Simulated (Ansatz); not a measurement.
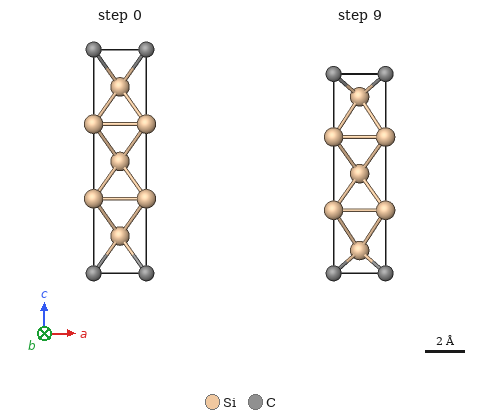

The structure of a crystal of Si5C (a generated structure, set up in P4/mmm) (coarse preliminary run) before (left) and after (right) a relaxation, at one scale.

Style: ball-and-stick. Shown: the cell of the calculation, along the b axis.

Theory: Ansatz 0.2.0, DFT PBE, scalar-relativistic, plane waves, PAW.

Input file:
```yaml
crystal:
  lattice:
    - [2.7558119, 0.0, 0.0]
    - [0.0, 2.7558119, 0.0]
    - [0.0, 0.0, 11.69191969]
  atoms:
    - { symbol: Si, position: [0.5, 0.5, 0.16666667] }
    - { symbol: Si, position: [0.0, 0.0, 0.33333333] }
    - { symbol: Si, position: [0.5, 0.5, 0.5] }
    - { symbol: Si, position: [0.0, 0.0, 0.66666667] }
    - { symbol: Si, position: [0.5, 0.5, 0.83333333] }
    - { symbol: C, position: [0.0, 0.0, 0.0] }
basis:
  ecutwfc: 420
kpoints:
  mp_grid: { grid: [6, 6, 2] }
hamiltonian:
  xc: pbe
scf:
  occupations: { method: gaussian, width: 0.1 }
  lower_state_search: "off"
output:
  forces: true
  stress: true
  eigenvalues: true
relax:
  adjacent_minimum: "off"
  f_tol: 0.04
  max_steps: 70
  cell: { stress_tol: 0.4 }
```

Run as
```bash
ansatz run input.yaml --threads 1 --pin off --max-ram 2560MiB --backend cpu --events-out ev --progress --plain --runs-dir out
```

Q: What changed between the two?

A: Over 8 accepted moves (9 points after the start) the energy falls by 383 meV per atom. Largest force component: 1.2 eV/Å at the start, 0.0018 eV/Å at the end. Pressure: −8.84 GPa at the start and −0.06 GPa at the end. The SCF was repeated once at an unchanged geometry on a basis and grid sized afresh for the cell, which shifted the energy by 0.4 meV per atom at most. The largest moves relative to the cell, 0.54 Å, are those of Si1 and Si5. Si5 goes along +c. C stays in place. Cell: a = b 2.756 → 2.715 Å (−1.5 %), c 11.692 → 10.416 Å (−10.9 %). Volume −13.5 %. Among the contacts that change: Si1–Si5 3.897 → 2.383 Å, Si1–C6 2.756 → 2.259 Å, Si1–Si2 2.756 → 2.847 Å, Si1–Si1 2.756 → 2.715 Å. The space group stays P4/mmm (No. 123).

Limits of the set-up: the k-point mesh is coarse for a cell with partly filled bands.
